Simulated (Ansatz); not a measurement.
```xyz
9
Lattice="2.8535 0.0000 0.0000 -1.4268 2.4712 0.0000 0.0000 0.0000 31.9749" Properties=species:S:1:pos:R:3 pbc="T T T"
Al    0.0000    1.6475    4.0001
Al    0.0000    0.0000    6.3454
Al    1.4268    0.8237    8.6908
Al    0.0000    0.0000   11.0361
Al    0.0000    1.6475   13.3630
Al    0.0000    0.0000   15.7208
Al    1.4268    0.8237   18.0789
Al    1.4267    2.4698   20.3805
H    -0.2378    0.4119   21.9214
```

A point of a scan over the structure, not its minimum; computed without spin polarisation; PAW files of the earlier set (soft_1).

These are results of DFT PBE, scalar-relativistic, plane waves, PAW in Ansatz 0.2.0, not measurements.

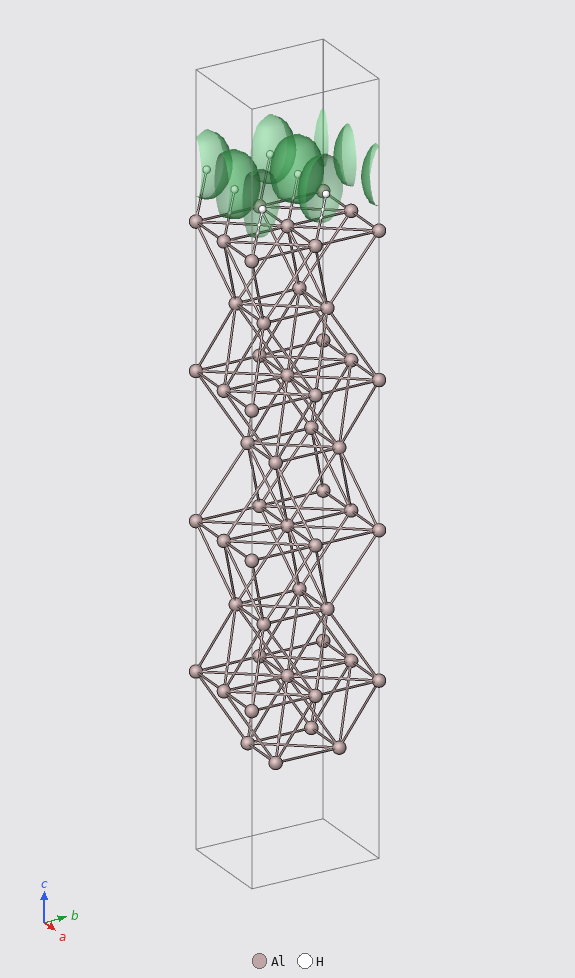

Al8H (slab). Isosurface of the electron localisation function at 0.9 (green), seen slightly off an axis. Core shells and regions of very low density are left out. Sticks mark near contacts.

Where are the electrons localised?

At this value the surface marks out one region around a hydrogen nucleus, counted in one cell of 9 atoms. Counts are for one cell; the picture repeats the cell along the surface. Along the contacts the grid gives the following. Al–H (1.61 Å): the ELF is about 1 at the midpoint. Al–Al (2.83 Å): the ELF peaks at about 0.65 between the atoms.
